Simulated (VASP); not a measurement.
# B: one change and its effect

System: B (Pmmn, 2 atoms in the cell).
Method of run 1: Kohn-Sham DFT of a periodic cell, RPBE with D3, VASP PAW PBE potentials, recommended, no spin polarisation (VASP 6.6.1).

The structure was built on a prototype by a generator; it need not be a known phase. 

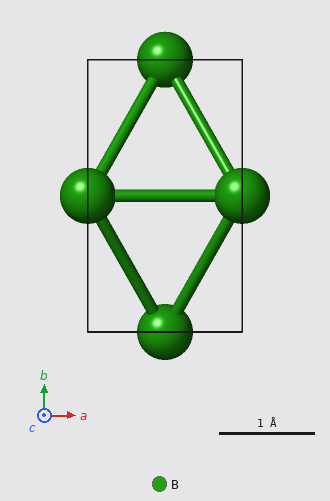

Figure 1. The starting structure (ball-and-stick view of the cell of the calculation, along the c axis; atoms are numbered from 1 in the order of the input).

## INCAR, run 1
```
PREC = Accurate
ENCUT = 600
EDIFF = 1E-7
ISMEAR = -1
SIGMA = 0.05
LREAL = False
LASPH = True
NELM = 100
ALGO = Normal
ISIF = 3
LWAVE = False
LCHARG = False
GGA = RP
IVDW = 11
IBRION = 2
NSW = 40
EDIFFG = -0.005
```

## KPOINTS, run 1
```
Automatic mesh
0
Gamma
  16 9 7
```

## POSCAR, run 1
```
B
1.0
    1.6245600000      0.0000000000      0.0000000000
    0.0000000000      2.8661500000      0.0000000000
    0.0000000000      0.0000000000      3.9144000000
B
2
Direct
    0.0000000000      0.5000000000      0.6092600000
    0.5000000000      0.0000000000      0.3907400000
```

Command:
```bash
cat potpaw_PBE.64/B/POTCAR > POTCAR
mpirun -np 1 vasp_std > vasp.out
```

Hardware: 1 thread of AMD EPYC (Zen 3), 1656 GiB of memory available, shared host.

## OSZICAR and lines of OUTCAR (run 1)
```
N       E                     dE             d eps       ncg     rms          rms(c)
DAV:   1     0.604774642119E+01    0.60477E+01   -0.34253E+03  2590   0.827E+02
DAV:   2    -0.123964854918E+02   -0.18444E+02   -0.17653E+02  3682   0.118E+02
DAV:   3    -0.125348215980E+02   -0.13834E+00   -0.13797E+00  2912   0.122E+01
DAV:   4    -0.125349978332E+02   -0.17624E-03   -0.17623E-03  4179   0.433E-01
DAV:   5    -0.125349979199E+02   -0.86636E-07   -0.86981E-07  2905   0.505E-03    0.455E+00
DAV:   6    -0.120374455826E+02    0.49755E+00   -0.53579E-01  2667   0.419E+00    0.261E+00
DAV:   7    -0.118707618353E+02    0.16668E+00   -0.57655E-01  2800   0.440E+00    0.438E-01
[...]
DAV:   2    -0.118560969609E+02    0.21206E-05   -0.48639E-06  3325   0.197E-02    0.474E-03
DAV:   3    -0.118560960645E+02    0.89637E-06   -0.20707E-06  3185   0.991E-03    0.103E-03
DAV:   4    -0.118560960039E+02    0.60551E-07   -0.87253E-08  1918   0.305E-03
  16 F= -.12191822E+02 E0= -.12190741E+02  d E =-.269748E-04
       N       E                     dE             d eps       ncg     rms          rms(c)
DAV:   1    -0.118561627311E+02   -0.66667E-04   -0.26523E-04  2884   0.161E-01    0.547E-03
DAV:   2    -0.118561618496E+02    0.88151E-06   -0.19154E-06  3346   0.124E-02    0.297E-03
DAV:   3    -0.118561614366E+02    0.41292E-06   -0.81347E-07  3185   0.622E-03    0.654E-04
DAV:   4    -0.118561613958E+02    0.40823E-07   -0.34803E-08  1400   0.194E-03
  17 F= -.12191824E+02 E0= -.12190731E+02  d E =-.297575E-04
[... from OUTCAR:]
  energy without entropy =      -11.85397455  energy(sigma->0) =      -11.85506798
 E-fermi :   5.1242     XC(G=0): -10.6660     alpha+bet :-12.9907
  external pressure =       -0.04 kB  Pullay stress =        0.00 kB
  free  energy   TOTEN  =       -12.1918244420 eV
  energy  without entropy=      -12.1896376011  energy(sigma->0) =      -12.19073102
```

Run 2 used a changed input.

## The two runs side by side

| quantity | run 1 | run 2 |
| --- | --- | --- |
| outcome | converged | converged |
| free energy per atom (eV) | −6.0959 | −6.5307 |
| energy per atom, smearing taken to zero (eV) | −6.0954 | −6.5302 |
| gap on the mesh (eV) | 0.00 | 0.00 |
| pressure (GPa) | 0.00 | 0.02 |
| volume per atom (Å³) | 8.54 | 7.39 |
| largest force (eV/Å) | 0.000 | 0.001 |
| SCF iterations | 102 | 137 |
| irreducible k-points | 180 | 180 |

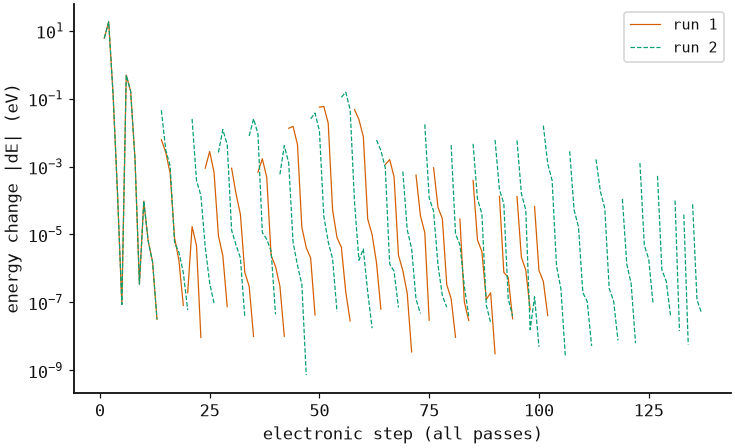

Figure 2. Convergence of the two runs: energy change |dE| against the electronic step. A break in a curve parts two SCF passes. Run 1 takes 102 steps in all, and run 2 takes 137.

What was changed in the input?

The change (lines with − go, lines with + come):
```diff
-IVDW = 11
+IVDW = 12
```

The total energies belong to different models, so their difference says nothing on which is more stable or more accurate. The volume per atom goes from 8.54 to 7.39 Å³. The SCF takes 137 iterations over all geometry steps against 102.

## OSZICAR and lines of OUTCAR (run 2)
```
N       E                     dE             d eps       ncg     rms          rms(c)
DAV:   1     0.604774642119E+01    0.60477E+01   -0.34253E+03  2590   0.827E+02
DAV:   2    -0.123964854918E+02   -0.18444E+02   -0.17653E+02  3682   0.118E+02
DAV:   3    -0.125348215980E+02   -0.13834E+00   -0.13797E+00  2912   0.122E+01
DAV:   4    -0.125349978332E+02   -0.17624E-03   -0.17623E-03  4179   0.433E-01
DAV:   5    -0.125349979199E+02   -0.86636E-07   -0.86981E-07  2905   0.505E-03    0.455E+00
DAV:   6    -0.120374455826E+02    0.49755E+00   -0.53579E-01  2667   0.419E+00    0.261E+00
DAV:   7    -0.118707618353E+02    0.16668E+00   -0.57655E-01  2800   0.440E+00    0.438E-01
[...]
  22 F= -.13061309E+02 E0= -.13060405E+02  d E =-.256252E-04
       N       E                     dE             d eps       ncg     rms          rms(c)
DAV:   1    -0.117220882322E+02    0.38627E-04   -0.45842E-07  2863   0.680E-03    0.390E-04
DAV:   2    -0.117220882380E+02   -0.57390E-08   -0.66151E-09  1295   0.660E-04
  23 F= -.13061309E+02 E0= -.13060405E+02  d E =-.256328E-04
       N       E                     dE             d eps       ncg     rms          rms(c)
DAV:   1    -0.117220107148E+02    0.77517E-04   -0.59937E-05  3129   0.650E-02    0.406E-03
DAV:   2    -0.117220105980E+02    0.11685E-06   -0.54833E-07  3101   0.752E-03    0.230E-03
DAV:   3    -0.117220106487E+02   -0.50756E-07   -0.26072E-07  2527   0.358E-03
  24 F= -.13061310E+02 E0= -.13060405E+02  d E =-.156035E-05
[... from OUTCAR:]
  energy without entropy =      -11.72020135  energy(sigma->0) =      -11.72110600
 E-fermi :   6.5581     XC(G=0): -11.4895     alpha+bet :-15.0134
  external pressure =        0.16 kB  Pullay stress =        0.00 kB
  free  energy   TOTEN  =       -13.0613100740 eV
  energy  without entropy=      -13.0595007780  energy(sigma->0) =      -13.06040543
```

For both runs: The volume changed by more than 5 % on the plane waves of the start, so the result carries a basis error; a second relaxation from the end is advised.
